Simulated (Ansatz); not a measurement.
```yaml
crystal:
  lattice:
    - [5.46976, 0.00000, 0.00000]
    - [-2.73488, 8.20464, 0.00000]
    - [0.00000, 0.00000, 28.92732]
  atoms:
    - { symbol: Mo, position: [0.04417, 0.08418, 0.57197] }
    - { symbol: Mo, position: [0.55426, 0.08187, 0.57307] }
    - { symbol: Mo, position: [0.20555, 0.75072, 0.57422] }
    - { symbol: Mo, position: [0.69586, 0.75120, 0.57031] }
    - { symbol: Mo, position: [0.89476, 0.41492, 0.57013] }
    - { symbol: Mo, position: [0.38681, 0.41510, 0.57539] }
    - { symbol: Mo, position: [0.96724, 0.24916, 0.64694] }
    - { symbol: Mo, position: [0.46925, 0.24555, 0.64772] }
    - { symbol: Mo, position: [0.12539, 0.91900, 0.64751] }
    - { symbol: Mo, position: [0.62827, 0.91625, 0.64684] }
    - { symbol: Mo, position: [0.79700, 0.58227, 0.64764] }
    - { symbol: Mo, position: [0.29644, 0.58300, 0.65002] }
    - { symbol: Mo, position: [0.87700, 0.41523, 0.71930] }
    - { symbol: Mo, position: [0.37675, 0.41695, 0.71896] }
    - { symbol: Mo, position: [0.04733, 0.08236, 0.71847] }
    - { symbol: Mo, position: [0.54740, 0.08406, 0.71830] }
    - { symbol: Mo, position: [0.71703, 0.75053, 0.71909] }
    - { symbol: Mo, position: [0.21539, 0.74874, 0.71874] }
```

Not relaxed (largest force 1.2 eV/Å); computed without spin polarisation.

Theory: Ansatz 0.2.0, DFT PBE, scalar-relativistic, plane waves, PAW.

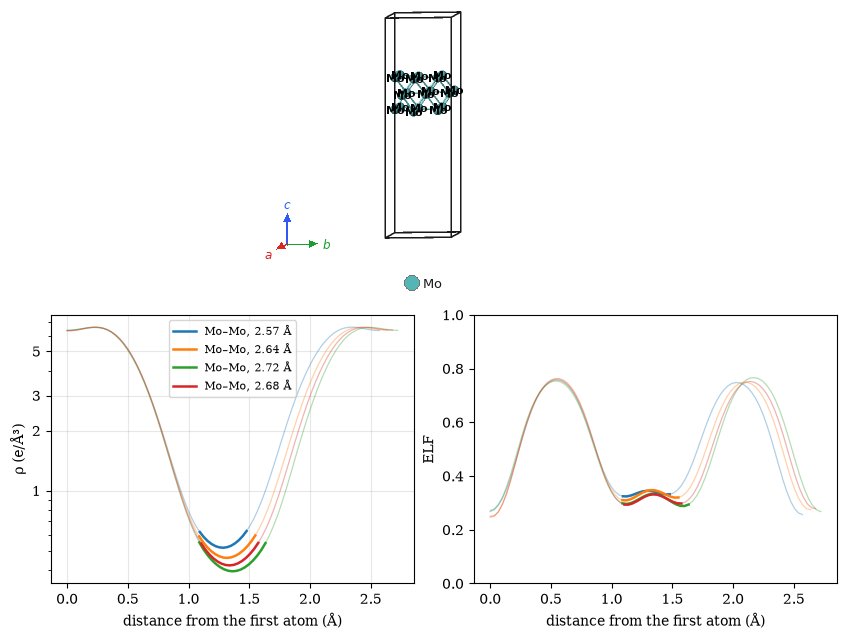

Mo (slab). Valence electron density and ELF along straight lines between neighbouring atoms. Thin, pale parts lie inside the atomic spheres. The structure is drawn too.

In a PAW calculation such maps are meaningful between the atoms, not at the nuclei.

Q: Compare the contacts.

A: Mo–Mo (2.57 Å): the density is about 0.52 e/Å³ at the midpoint; the ELF is about 0.35 at the midpoint.
Mo–Mo (2.64 Å): the density is about 0.46 e/Å³ at the midpoint; the ELF is about 0.35 at the midpoint.
Mo–Mo (2.72 Å): ρ at the midpoint is about 0.39 e/Å³; the ELF is about 0.35 at the midpoint.
Mo–Mo (2.68 Å): ρ is about 0.42 e/Å³ halfway; the ELF is about 0.35 at the midpoint.
